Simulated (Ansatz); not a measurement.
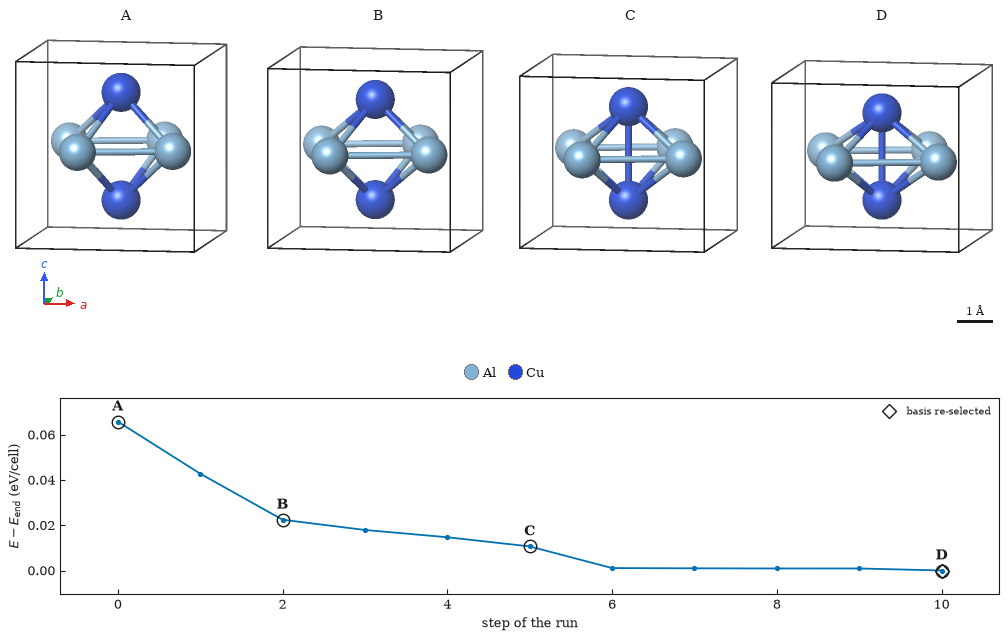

Frames of a relaxation of solid Al2Cu (a generated structure, set up in P4/m), marked on the history of the run. A ball-and-stick model of the cell of the calculation, seen slightly off an axis.

Level of theory: DFT PBE, scalar-relativistic, plane waves, PAW in Ansatz 0.2.0. (plane-wave cutoff 420 eV; k-point mesh 8 × 8 × 8; occupations gaussian; smearing width 0.1 eV; no spin polarisation; cell and atoms relaxed; force threshold 0.01 eV/Å; at most 80 steps)

### Describe the path.

The largest moves relative to the cell, 0.12 Å, are those of Cu atoms. Largest moves by element: Cu 0.12 Å, Al 0.08 Å. Cell: a = b 5.233 → 5.477 Å (+4.7 %), c 5.416 → 4.797 Å (−11.4 %). Volume −3.0 %. Near-neighbour distances that change, for instance: Cu–Cu 3.128 → 2.532 Å, Al–Al 2.756 → 3.003 Å, Al–Al 2.700 → 2.778 Å, Al–Al 2.665 → 2.693 Å. New bonds form, among them: Cu–Cu (3.13 → 2.53 Å). Among the angles between lasting bonds that change: Al–Cu–Al 102.5° → 118.4°, Al–Cu–Cu 128.8° → 120.8°, Al–Cu–Al 66.9° → 74.8°. The space group stays P4/m (No. 83). After 9 accepted moves (10 points after the start) the energy has fallen by 65.8 meV per cell of the calculation. Largest force component: 0.22 eV/Å at the start, 0.0017 eV/Å at the end. The pressure goes from 0.56 to 0.02 GPa. At 1 point the geometry stayed and the basis and grid were re-selected for the new cell (energy shift of 0.9 meV per cell of the calculation at most each time). From step 0 to 2: Cu atoms move most (0.05 Å), volume +0.3 %, energy −43.4 meV per cell of the calculation. From step 2 to 5: Cu atoms move most (0.04 Å), volume −2.1 %, energy −11.8 meV per cell of the calculation. From step 5 to 10: Cu atoms move most (0.04 Å), volume −1.2 %, energy −10.6 meV per cell of the calculation.
